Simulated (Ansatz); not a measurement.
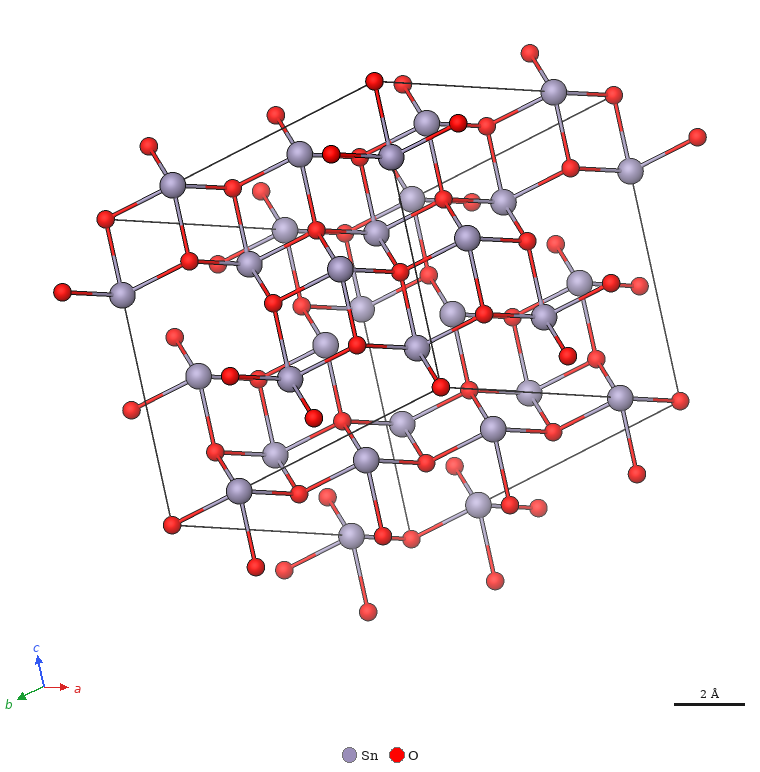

**Figure 1.** The input geometry (ball-and-stick view of the cell of the calculation, seen at an oblique angle; bonded neighbours outside the cell are drawn too). Near neighbours in the crystal (not all of them lie inside the picture): Sn has 4 O at 2.24 Å; Sn has 3 O at 2.24 Å; O has 4 Sn at 2.24 Å.

## Run report: Sn₁₆O₁₅, geometry relaxation (part 1 of 3)

Sn₁₆O₁₅ (defect cell, 31 atoms in the cell), computed with DFT PBE+D3(BJ), scalar-relativistic, plane waves, PAW, PAW set soft_1, no spin polarisation (Ansatz 0.2.0).

The structure derives from an entry of the Crystallography Open Database.

## The program's output
```
Engine: ansatz 0.2.0, x86_64-unknown-linux-gnu
Pseudopotentials: kind: paw
Pseudopotential: Sn, paw, valence charge 14, recommended cutoff 420 eV (normal), [file]
Pseudopotential: O, paw, valence charge 6, recommended cutoff 420 eV (normal), [file]
Functional definition: PBE
  parameter kappa = 0.804
  parameter beta = 0.06672455060314922
  exchange = pbe_x(kappa = kappa, mu = beta*pi^2/3)
  correlation = pbe_c(beta = beta)
Crystal: 31 atoms, lattice volume = 560.450 Å³
Basis set: ecut = 420 eV, 10955 PW (Γ), exchange–correlation on 128×128×128 points (8 copies of the dense FFT grid, shifted against one another)
Bands: 189, of which v1, the nominal top of the filled ones, is band 157 counted from 1 (156 counted from 0)
Symmetry: 8 space group operations
Space group: I-42m (ITA 121), of the structure as read, at distance tolerance 8.2e-5 Å
k-points: 11 of 64 (time reversal used)
Non-local potential: Sn, projectors of the file, l = 0: 2, l = 1: 2, l = 2: 2, l = 3: 1
Non-local potential: O, projectors of the file, l = 0: 2, l = 1: 2, l = 2: 1
PAW form: soft (Blöchl's): semilocal exchange-correlation on the pseudo side does not see the compensation charge
PAW one-centre angular grid: Sn, 590 points (default); XC on 64 Gauss nodes
PAW one-centre angular grid: O, 110 points (default); XC on 64 Gauss nodes
Initial density: superposition of atomic densities (chi_scale 0.1, normalization cell, long waves kept (reshape's long-wave potential 0.32 eV rms))
Initial wavefunctions: pseudopotential atomic-orbital guess
Functional: x = pbe(κ = 0.804, μ = 0.2195149727645171), c = pbe(β = 0.06672455060314922)
SCF iter   1: F=—  HF=-104911.758565 eV  |F-HF|=—  |Δ(HF+E_count)|=         —  Δρ=4.92e-2  dr2=2.05e1  ethr=3.10e-3  ⟨swp⟩=6.1  Hψ=8284  notcnv=0  defer=31
preconditioner: auto → Kerker (q_TF=auto, 2.477 Å⁻¹)  [metal: Δε(μ)=0.072 eV  Ē_g=18.323 eV  σ=0.100 eV  W_gap=0.35  n_scr=158 (ndim 8)  ℏωp=27.8 eV  f_vac=0.000  D(μ)=2.02/eV (n_scr^D=0)]
SCF iter   2: F=—  HF=-104908.766163 eV  |F-HF|=—  |Δ(HF+E_count)|=    2.99e0  Δρ=2.54e-2  dr2=7.97e0  ethr=3.10e-3  ⟨swp⟩=3.0  Hψ=4190  notcnv=0  defer=287
preconditioner: auto → Resta (q_TF=auto, 2.477 Å⁻¹)  ε∞=3.3  [insulator: Δε(μ)=0.119 eV  Ē_g=18.167 eV  σ=0.100 eV  W_gap=0.55  n_scr=158 (ndim 8)  ℏωp=27.8 eV  f_vac=0.000  D(μ)=1.42/eV (n_scr^D=0)  ε∞_Penn≈3.3]
SCF iter   3: F=—  HF=-104906.989984 eV  |F-HF|=—  |Δ(HF+E_count)|=    1.78e0  Δρ=7.54e-3  dr2=3.89e-1  ethr=2.54e-3  ⟨swp⟩=3.4  Hψ=3541  notcnv=0  defer=287
SCF iter   4: F=—  HF=-104906.979279 eV  |F-HF|=—  |Δ(HF+E_count)|=   1.07e-2  Δρ=2.49e-3  dr2=3.88e-2  ethr=1.24e-4  ⟨swp⟩=2.5  Hψ=4118  notcnv=0  defer=282
SCF iter   5: F=—  HF=-104906.984769 eV  |F-HF|=—  |Δ(HF+E_count)|=   5.49e-3  Δρ=6.31e-4  dr2=2.86e-3  ethr=1.24e-5  ⟨swp⟩=2.0  Hψ=2470  notcnv=0  defer=282
SCF iter   6: F=—  HF=-104906.987066 eV  |F-HF|=—  |Δ(HF+E_count)|=   2.30e-3  Δρ=2.66e-4  dr2=5.05e-4  ethr=9.12e-7  ⟨swp⟩=2.0  Hψ=3251  notcnv=0  defer=282
SCF iter   7: F=—  HF=-104906.987261 eV  |F-HF|=—  |Δ(HF+E_count)|=   1.95e-4  Δρ=5.93e-5  dr2=2.67e-5  ethr=1.61e-7  ⟨swp⟩=2.4  Hψ=3181  notcnv=0  defer=282
SCF iter   8: F=-104906.987288 eV  HF=-104906.987288 eV  |F-HF|=6.18e-7  |Δ(HF+E_count)|=   2.65e-5  Δρ=1.81e-5  dr2=1.78e-6  ethr=4.98e-9  ⟨swp⟩=13.4  Hψ=11186  notcnv=0
SCF 1 converged in 8 iterations: F = -104906.987288 eV  dr2 = 1.78e-6
  greatest PAW one-centre occupation: 0.993 electrons in one spin orbital (limit 2), on the Sn atom at site 0 (counted from 0), in its partial waves of l = 2
relax step   1: F+E_penalty+E_count = -104906.98728828 eV  Δ(F+E_penalty+E_count) = +0.000e0 eV  max|allowed force component| = 1.485e-1 eV/Å  Δτ_max = 0.0000 Å  (8 SCF iters, dr2 threshold 1.56e-5 eV, accepted)
Initial density: handed on by an earlier stage of this run
Initial wavefunctions: those handed on with the density
iter 1 solved again at ethr=2.35e-5 eV; its pass at ethr=3.10e-3 eV (dr2=7.37e-2 eV) is discarded
SCF iter   1: F=—  HF=-104907.021124 eV  |F-HF|=—  |Δ(HF+E_count)|=         —  Δρ=3.04e-3  dr2=7.61e-2  ethr=2.35e-5  ⟨swp⟩=2.0  Hψ=6017  notcnv=0  defer=285
preconditioner: auto → Resta (q_TF=auto, 2.477 Å⁻¹)  ε∞=3.4  [insulator: Δε(μ)=0.144 eV  Ē_g=18.013 eV  σ=0.100 eV  W_gap=0.65  n_scr=158 (ndim 8)  ℏωp=27.8 eV  f_vac=0.011  D(μ)=1.15/eV (n_scr^D=0)  ε∞_Penn≈3.4]
SCF iter   2: F=—  HF=-104907.005636 eV  |F-HF|=—  |Δ(HF+E_count)|=   1.55e-2  Δρ=1.31e-3  dr2=7.02e-3  ethr=2.35e-5  ⟨swp⟩=2.4  Hψ=3003  notcnv=0  defer=285
SCF iter   3: F=—  HF=-104907.005410 eV  |F-HF|=—  |Δ(HF+E_count)|=   2.27e-4  Δρ=7.46e-4  dr2=2.33e-3  ethr=2.24e-6  ⟨swp⟩=2.0  Hψ=3207  notcnv=0  defer=285
SCF iter   4: F=—  HF=-104907.005328 eV  |F-HF|=—  |Δ(HF+E_count)|=   8.19e-5  Δρ=3.22e-4  dr2=5.55e-4  ethr=7.41e-7  ⟨swp⟩=2.0  Hψ=2624  notcnv=0  defer=285
SCF iter   5: F=—  HF=-104907.005705 eV  |F-HF|=—  |Δ(HF+E_count)|=   3.77e-4  Δρ=1.17e-4  dr2=8.30e-5  ethr=1.77e-7  ⟨swp⟩=2.0  Hψ=2569  notcnv=0  defer=285
SCF iter   6: F=—  HF=-104907.005708 eV  |F-HF|=—  |Δ(HF+E_count)|=   2.76e-6  Δρ=4.44e-5  dr2=1.12e-5  ethr=2.64e-8  ⟨swp⟩=2.0  Hψ=2536  notcnv=0  defer=285
SCF iter   7: F=-104907.005710 eV  HF=-104907.005709 eV  |F-HF|=1.02e-6  |Δ(HF+E_count)|=   9.40e-7  Δρ=1.48e-5  dr2=1.15e-6  ethr=4.39e-10  ⟨swp⟩=10.5  Hψ=10556  notcnv=0
SCF 2 converged in 7 iterations: F = -104907.005710 eV  dr2 = 1.15e-6
  greatest PAW one-centre occupation: 0.993 electrons in one spin orbital (limit 2), on the Sn atom at site 4 (counted from 0), in its partial waves of l = 2
relax step   2: F+E_penalty+E_count = -104907.00570959 eV  Δ(F+E_penalty+E_count) = -1.842e-2 eV  max|allowed force component| = 1.471e-1 eV/Å  Δτ_max = 0.0553 Å  (7 SCF iters, dr2 threshold 1.38e-6 eV, accepted)
SCF iter   1: F=—  HF=-104907.017655 eV  |F-HF|=—  |Δ(HF+E_count)|=         —  Δρ=1.16e-3  dr2=6.10e-3  ethr=3.92e-5  ⟨swp⟩=2.0  Hψ=3397  notcnv=0  defer=288
preconditioner: auto → Kerker (q_TF=auto, 2.477 Å⁻¹)  [metal: Δε(μ)=0.069 eV  Ē_g=18.031 eV  σ=0.100 eV  W_gap=0.34  n_scr=158 (ndim 8)  ℏωp=27.8 eV  f_vac=0.011  D(μ)=1.86/eV (n_scr^D=0)]
SCF iter   2: F=—  HF=-104907.016863 eV  |F-HF|=—  |Δ(HF+E_count)|=   7.92e-4  Δρ=6.15e-4  dr2=2.13e-3  ethr=1.94e-6  ⟨swp⟩=1.3  Hψ=2401  notcnv=0  defer=288
SCF iter   3: F=—  HF=-104907.016593 eV  |F-HF|=—  |Δ(HF+E_count)|=   2.71e-4  Δρ=2.24e-4  dr2=3.87e-4  ethr=6.77e-7  ⟨swp⟩=2.4  Hψ=3332  notcnv=0  defer=288
SCF iter   4: F=—  HF=-104907.016919 eV  |F-HF|=—  |Δ(HF+E_count)|=   3.26e-4  Δρ=1.04e-4  dr2=1.18e-4  ethr=1.23e-7  ⟨swp⟩=2.0  Hψ=2598  notcnv=0  defer=288
SCF iter   5: F=—  HF=-104907.016898 eV  |F-HF|=—  |Δ(HF+E_count)|=   2.11e-5  Δρ=4.21e-5  dr2=2.92e-5  ethr=3.76e-8  ⟨swp⟩=2.0  Hψ=2389  notcnv=0  defer=288
SCF iter   6: F=—  HF=-104907.016894 eV  |F-HF|=—  |Δ(HF+E_count)|=   3.13e-6  Δρ=3.64e-5  dr2=8.38e-6  ethr=9.29e-9  ⟨swp⟩=2.0  Hψ=2499  notcnv=0  defer=288
SCF iter   7: F=—  HF=-104907.016893 eV  |F-HF|=—  |Δ(HF+E_count)|=   1.26e-6  Δρ=1.22e-5  dr2=1.97e-6  ethr=2.67e-9  ⟨swp⟩=2.0  Hψ=2639  notcnv=0  defer=288
SCF iter   8: F=-104907.016893 eV  HF=-104907.016893 eV  |F-HF|=3.20e-7  |Δ(HF+E_count)|=   1.13e-7  Δρ=5.56e-6  dr2=4.47e-7  ethr=4.31e-10  ⟨swp⟩=11.0  Hψ=9115  notcnv=0
SCF 3 converged in 8 iterations: F = -104907.016893 eV  dr2 = 4.47e-7
relax step   3: F+E_penalty+E_count = -104907.01689270 eV  Δ(F+E_penalty+E_count) = -1.118e-2 eV  max|allowed force component| = 3.037e-2 eV/Å  Δτ_max = 0.0179 Å  (8 SCF iters, dr2 threshold 1.35e-6 eV, accepted)
SCF iter   1: F=—  HF=-104907.017531 eV  |F-HF|=—  |Δ(HF+E_count)|=         —  Δρ=2.51e-4  dr2=3.85e-4  ethr=9.07e-7  ⟨swp⟩=3.7  Hψ=4905  notcnv=0  defer=80
preconditioner: auto → Kerker (q_TF=auto, 2.477 Å⁻¹)  [metal: Δε(μ)=0.086 eV  Ē_g=18.029 eV  σ=0.100 eV  W_gap=0.42  n_scr=158 (ndim 8)  ℏωp=27.8 eV  f_vac=0.011  D(μ)=1.69/eV (n_scr^D=0)]
SCF iter   2: F=—  HF=-104907.017485 eV  |F-HF|=—  |Δ(HF+E_count)|=   4.62e-5  Δρ=1.33e-4  dr2=1.44e-4  ethr=1.23e-7  ⟨swp⟩=1.0  Hψ=2398  notcnv=0  defer=81
SCF iter   3: F=—  HF=-104907.017471 eV  |F-HF|=—  |Δ(HF+E_count)|=   1.45e-5  Δρ=4.74e-5  dr2=2.70e-5  ethr=4.59e-8  ⟨swp⟩=2.1  Hψ=3096  notcnv=0  defer=81
SCF iter   4: F=—  HF=-104907.017832 eV  |F-HF|=—  |Δ(HF+E_count)|=   3.61e-4  Δρ=2.93e-5  dr2=8.93e-6  ethr=8.60e-9  ⟨swp⟩=2.0  Hψ=2550  notcnv=0  defer=81
SCF iter   5: F=—  HF=-104907.017830 eV  |F-HF|=—  |Δ(HF+E_count)|=   1.74e-6  Δρ=1.02e-5  dr2=2.08e-6  ethr=2.84e-9  ⟨swp⟩=2.0  Hψ=2467  notcnv=0  defer=81
SCF iter   6: F=—  HF=-104907.017830 eV  |F-HF|=—  |Δ(HF+E_count)|=   1.05e-7  Δρ=8.92e-6  dr2=6.02e-7  ethr=6.63e-10  ⟨swp⟩=2.0  Hψ=2457  notcnv=0  defer=81
SCF iter   7: F=—  HF=-104907.017830 eV  |F-HF|=—  |Δ(HF+E_count)|=   7.01e-8  Δρ=4.12e-6  dr2=1.35e-7  ethr=1.92e-10  ⟨swp⟩=2.0  Hψ=2636  notcnv=0  defer=81
SCF iter   8: F=-104907.017830 eV  HF=-104907.017830 eV  |F-HF|=1.17e-8  |Δ(HF+E_count)|=   6.98e-9  Δρ=1.47e-6  dr2=2.42e-8  ethr=3.18e-11  ⟨swp⟩=9.2  Hψ=8344  notcnv=0
SCF 4 converged in 8 iterations: F = -104907.017830 eV  dr2 = 2.42e-8
relax step   4: F+E_penalty+E_count = -104907.01783005 eV  Δ(F+E_penalty+E_count) = -9.373e-4 eV  max|allowed force component| = 2.018e-2 eV/Å  Δτ_max = 0.0044 Å  (8 SCF iters, accepted)
```

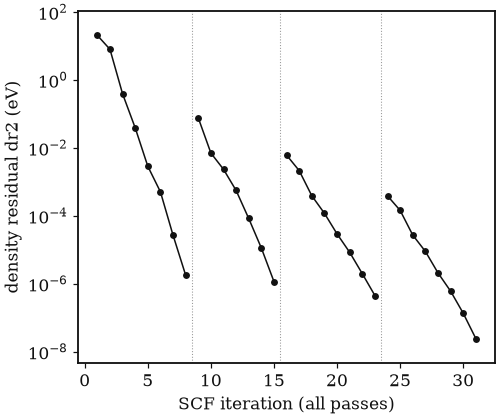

**Figure 2.** Convergence of the self-consistent field: density residual dr2 against the SCF iteration. The dotted lines part the SCF passes of the relaxation: geometry steps, rejected trials and re-solves on a re-selected basis. The passes take 8, 7, 8 and 8 iterations.

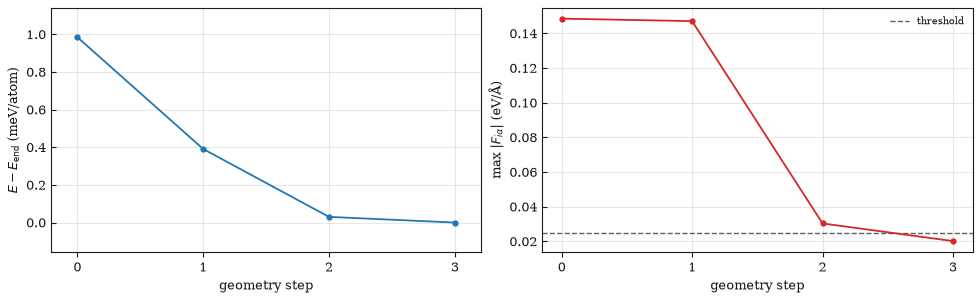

**Figure 3.** Progress of the relaxation, step by step (the first geometry is step 0 here and step 1 in the log).

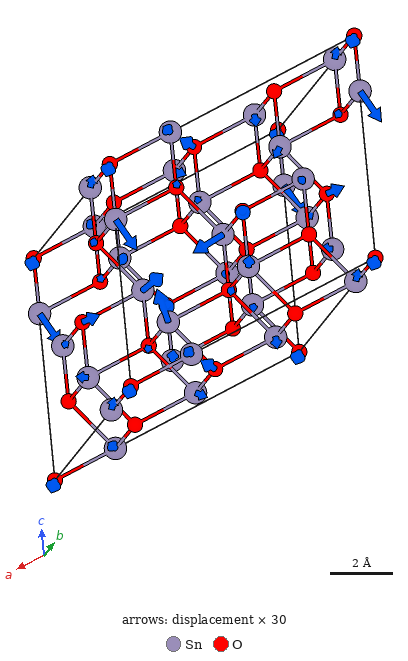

**Figure 4.** The starting structure with the displacements as blue arrows, magnified 30 times (ball-and-stick view of the cell of the calculation, seen at an oblique angle). The largest moves, 0.042 Å, are those of Sn4, Sn8, Sn13 and Sn15. By element the largest moves are Sn 0.042 Å, O 0.023 Å. The lattice vectors keep their values. Among the contacts that change: Sn10–O21 2.241 → 2.251 Å, Sn10–O30 2.241 → 2.235 Å. Among the angles that change: Sn8–O31–Sn13 105.5° → 103.1°. Over 3 geometry steps the energy falls by 1.0 meV per atom. The largest force component goes from 0.15 to 0.02 eV/Å. (Atoms are counted from 1 in the order of the input.)

```
SCF converged after 8 iterations
Free energy (F): -104907.017830 eV
Harris-Foulkes:  -104907.017830 eV  (|F-HF|=1.17e-8)
Internal energy: -104907.009301 eV  (E = F + TS)
E sigma→0 (E₀):  -104907.013566 eV
Entropy (-TS):   -0.008529 eV (-0.275 meV/atom)
Fermi energy:    10.025703 eV
--- Per-component energies (eV) ---
  E_band       = -1502.581365
  E_kinetic    = 5202.297419
  E_local      = -23207.824754  (includes V_loc(G=0)·N_el)
  E_nonlocal   = 3107.017940
  E_hartree    = 10929.368701
  E_xc         = -3084.098421
  E_vxc        = -2648.343244  (∫ρ·V_xc dr)
  E_paw        = -72345.425867  (= ΣΔE_a)
  E_vpaw       = -5814.485049  (= ΣTr[D̂ρ^β])
  E_aug_tail   = 0.015878  (compensation charges beyond the density's cutoff)
  E_ewald      = -25501.029243
  E_disp       = -7.330954  (pairwise vdW)
  E_smearing   = -0.008529  (= −TS)
  E_closure    = -0.000000  (closes the sum)
  Σ components = -104907.017830   (vs F -104907.017830, Δ=0.00e0)
```
